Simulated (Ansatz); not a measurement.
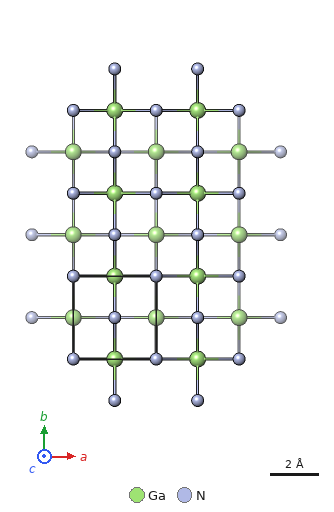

Solid GaN (a generated structure, set up in P4/nmm) (coarse preliminary run), before the relaxation. Style: ball-and-stick. Shown: the cell of the calculation, repeated 2 × 3 × 1 with one cell outlined, along the c axis.

Level of theory: DFT PBE, scalar-relativistic, plane waves, PAW (Ansatz 0.2.0).

Input
```yaml
crystal:
  lattice:
    - [3.50528061, 0.0, 0.0]
    - [0.0, 3.50528061, 0.0]
    - [0.0, 0.0, 4.49170727]
  atoms:
    - { symbol: Ga, position: [0.0, 0.5, 0.23537385] }
    - { symbol: Ga, position: [0.5, 0.0, 0.76462615] }
    - { symbol: "N", position: [0.5, 0.5, 0.0] }
    - { symbol: "N", position: [0.0, 0.0, 0.0] }
basis:
  ecutwfc: 420
kpoints:
  mp_grid: { grid: [6, 6, 4] }
hamiltonian:
  xc: pbe
scf:
  occupations: { method: gaussian, width: 0.1 }
  lower_state_search: "off"
output:
  forces: true
  stress: true
  eigenvalues: true
relax:
  adjacent_minimum: "off"
  f_tol: 0.04
  max_steps: 70
  cell: { stress_tol: 0.4 }
```

Launched with:
```bash
ansatz run input.yaml --threads 1 --pin off --max-ram 2048MiB --backend cpu --events-out ev --progress --plain --runs-dir out
```

> Predict the outcome.

Over 9 accepted moves (11 points after the start) the energy falls by 483 meV per atom. The largest force component goes from 0.85 to 0.00095 eV/Å. The pressure goes from 2.57 to −0.07 GPa. At 2 points the geometry stayed and the basis and grid were re-selected for the new cell (energy shift of 24.5 meV per atom at most each time). The largest moves relative to the cell, 0.80 Å, are those of Ga1 and Ga2. Ga1 goes along −c. N stays in place. The drawn cell changes as follows: a = b 3.505 → 3.961 Å (+13.0 %), c 4.492 → 4.440 Å (−1.2 %); the volume changes by +26.2 %. Near-neighbour distances that change, for instance: Ga1–N3 2.047 → 1.995 Å. Bond angles that change, for instance: Ga1–N3–Ga1 117.8° → 166.2°, N3–Ga1–N3 117.8° → 166.2°, Ga1–N3–Ga2 105.5° → 90.8°. The space group stays P4/nmm (No. 129). Cost: 60 s on 1 thread of Arm Neoverse N1 (shared host), peak memory 0.34 GiB.

The structure at the end:

```
CELL_PARAMETERS angstrom
3.96103 0.00000 0.00000
0.00000 3.96103 0.00000
0.00000 0.00000 4.43952
ATOMIC_POSITIONS crystal
Ga 0.00000 0.50000 0.05405
Ga 0.50000 0.00000 0.94595
N 0.50000 0.50000 0.00000
N 0.00000 0.00000 0.00000
```

The end point in the same view:

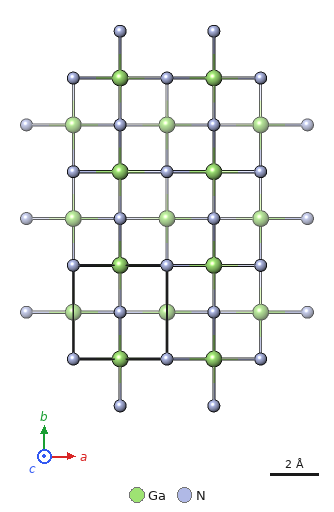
